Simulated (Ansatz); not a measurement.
# Calculations on Mo16H

### Relaxation

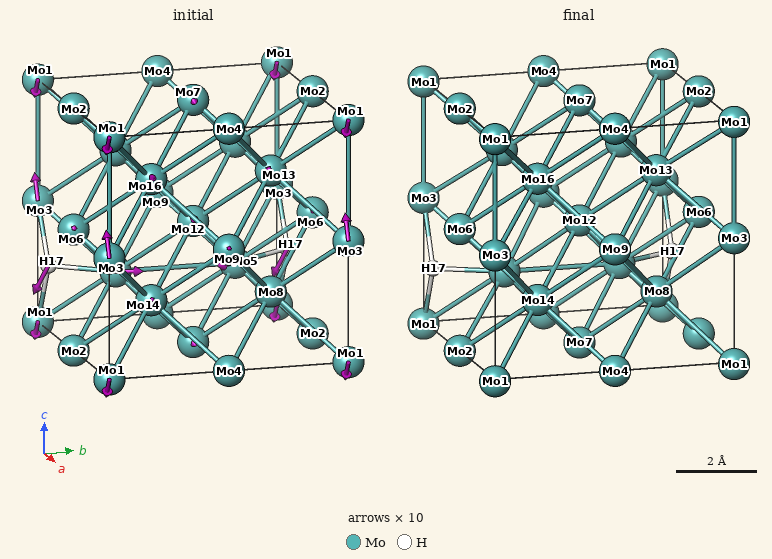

The structure of a defect cell of composition Mo₁₆H before (left) and after (right) a relaxation, at one scale. The purple arrows give the displacements, 10 times their true length.

A ball-and-stick model of the cell of the calculation, reduced to other axes, seen slightly off an axis. Lengths and directions refer to the drawn axes.

It is an interstitial H in bcc Mo. The run prepares an end point of a later path (interstitial hop) calculation, from a guessed geometry. The atoms of the start lie slightly off their symmetric places, so part of the fall in energy undoes that.

Theory: Ansatz 0.2.0, DFT PBE, scalar-relativistic, plane waves, PAW. (plane-wave cutoff 420 eV; k-point mesh 3 × 3 × 3; occupations gaussian; smearing width 0.1 eV; no spin polarisation; atoms relaxed in a fixed cell; force threshold 0.03 eV/Å; at most 60 steps)

Describe what moved and what it gained.

Over 3 accepted moves (4 points after the start) the energy falls by 0.306 eV per cell of the calculation. Largest force component: 2 eV/Å at the start, 0.027 eV/Å at the end. 1 step only repeated the SCF at the same geometry. The atom that moves furthest is the H atom (0.092 Å along [−1 −1 −3]). By element the largest moves are H 0.092 Å, Mo 0.076 Å. The lattice vectors keep their values. Some distances before and after: H–Mo 1.699 → 1.833 Å, Mo–Mo 3.150 → 3.027 Å, Mo–Mo 2.728 → 2.844 Å, H–Mo 1.719 → 1.833 Å. Bond angles that change, for instance: Mo–H–Mo 97.3° → 101.7°, Mo–H–Mo 105.9° → 101.7°, Mo–H–Mo 99.5° → 101.7°. The run took 32 s on 4 threads of Intel(R) Xeon(R) Platinum 8488C (Sapphire Rapids) (shared host), peak memory 1.1 GiB.

Limits of the set-up: the periodic images lie only 6.3 Å apart, so the values are limited by the cell's size.

### Relaxation

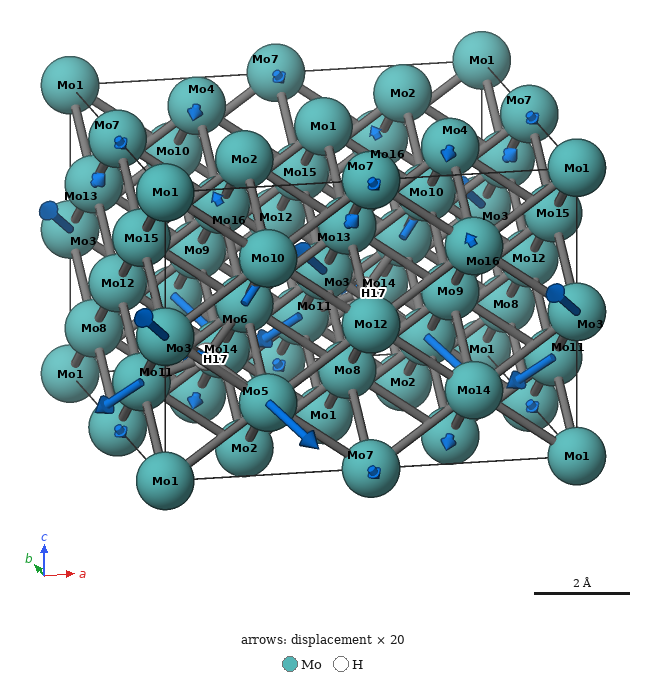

A relaxation of a defect cell of composition Mo₁₆H. The starting structure is drawn; blue arrows show the displacements, magnified 20 times.

The picture is a ball-and-stick view of the larger cell on standard axes (2 times the calculation's cell), seen slightly off an axis.

It is an interstitial H in bcc Mo. The run prepares an end point of a later path (interstitial hop) calculation, from a guessed geometry. The atoms of the start lie slightly off their symmetric places, so part of the fall in energy undoes that.

Computed with DFT PBE, scalar-relativistic, plane waves, PAW in Ansatz.

Input file:
```yaml
crystal:
  lattice:
    - [6.3, 0.0, 0.0]
    - [0.0, 6.3, 0.0]
    - [0.0, 0.0, 6.3]
  atoms:
    - { symbol: Mo, position: [0.0, 0.0, 0.0] }
    - { symbol: Mo, position: [0.5, 0.0, 0.0] }
    - { symbol: Mo, position: [0.0, 0.5, 0.0] }
    - { symbol: Mo, position: [0.0, 0.0, 0.5] }
    - { symbol: Mo, position: [0.25, 0.25, 0.25] }
    - { symbol: Mo, position: [0.5, 0.5, 0.0] }
    - { symbol: Mo, position: [0.5, 0.0, 0.5] }
    - { symbol: Mo, position: [0.75, 0.25, 0.25] }
    - { symbol: Mo, position: [0.0, 0.5, 0.5] }
    - { symbol: Mo, position: [0.25, 0.75, 0.25] }
    - { symbol: Mo, position: [0.25, 0.25, 0.75] }
    - { symbol: Mo, position: [0.5, 0.5, 0.5] }
    - { symbol: Mo, position: [0.75, 0.75, 0.25] }
    - { symbol: Mo, position: [0.75, 0.25, 0.75] }
    - { symbol: Mo, position: [0.25, 0.75, 0.75] }
    - { symbol: Mo, position: [0.75, 0.75, 0.75] }
    - { symbol: H, position: [0.24447044, 0.3760641, 0.01041934] }
basis:
  ecutwfc: 420.0
kpoints:
  mp_grid: { grid: [3, 3, 3] }
hamiltonian:
  xc: pbe
scf:
  occupations: { method: gaussian, width: 0.1 }
  lower_state_search: "off"
relax:
  f_tol: 0.03
  max_steps: 60
  adjacent_minimum: "off"
```

Run as
```bash
ansatz run input.yaml --threads 4 --pin off --max-ram 10240MiB --backend cpu --events-out ev --progress --plain --runs-dir out
```

Question: What did the optimiser do to the structure, and how much energy did it gain?

Answer: The energy falls by 0.290 eV per cell of the calculation in 4 geometry steps. Largest force component: 2 eV/Å at the start, 0.0076 eV/Å at the end. The largest moves, 0.077 Å, are those of Mo3 and Mo5. Mo5 goes roughly along [1 −1 −1]. Largest moves by element: Mo 0.077 Å, H 0.070 Å. The lattice vectors keep their values. Near-neighbour distances that change, for instance: Mo5–H17 1.706 → 1.835 Å, Mo3–Mo6 3.150 → 3.027 Å, Mo3–Mo11 2.728 → 2.847 Å, Mo3–H17 1.728 → 1.835 Å. Bond angles that change, for instance: Mo6–H17–Mo11 98.0° → 101.8°, Mo3–H17–Mo5 105.2° → 101.8°. Cost: 30 s on 4 threads of Intel(R) Xeon(R) Platinum 8488C (Sapphire Rapids), with other jobs on the host, peak memory 1.1 GiB.

Limits of the set-up: the periodic images lie only 6.3 Å apart, so the values are limited by the cell's size.

### Path

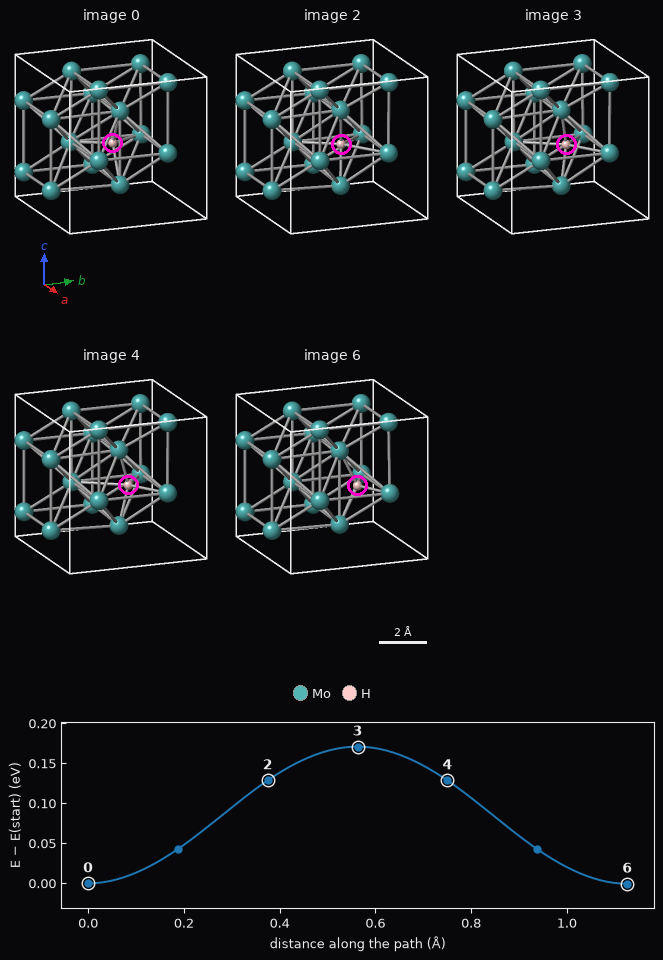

A nudged-elastic-band calculation for Mo with an interstitial H (17 atoms in the cell). Images are numbered from 0 (start) to 6 (end). Style: ball-and-stick. Shown: the simulation cell (origin moved), slightly off an axis. The moving atom is ringed, with any periodic copies. Bonds to atoms that aren't drawn are left out.

Theory: Ansatz 0.2.0, DFT PBE, scalar-relativistic, plane waves, PAW. Set-up: plane-wave cutoff 420 eV; k-point mesh 3 × 3 × 3; Gaussian smearing 0.1 eV; 5 movable images; climbing image; force threshold 0.03 eV/Å; iteration limit 62; starting path by straight interpolation.

What happens along the path, and what is the barrier?

Answer. The H atom travels furthest, 1.11 Å from end to end, along [1 1 0], on a straight line. At the highest image its nearest neighbour (Mo) is 1.77 Å away, against 1.83 Å at the start, and the surrounding atoms stand up to 0.05 Å off the mean of their end positions. The barrier is about 0.171 eV in both directions, with image 3 at the top; the ends have nearly the same energy. The band converged in 4 iterations. The largest component of the band force went from 0.67 to 0.019 eV/Å. The climbing image converged on the top of the path. A check of its curvatures didn't confirm a first-order saddle.

Limits of the set-up: the periodic images lie only 6.3 Å apart, so the values are limited by the cell's size.
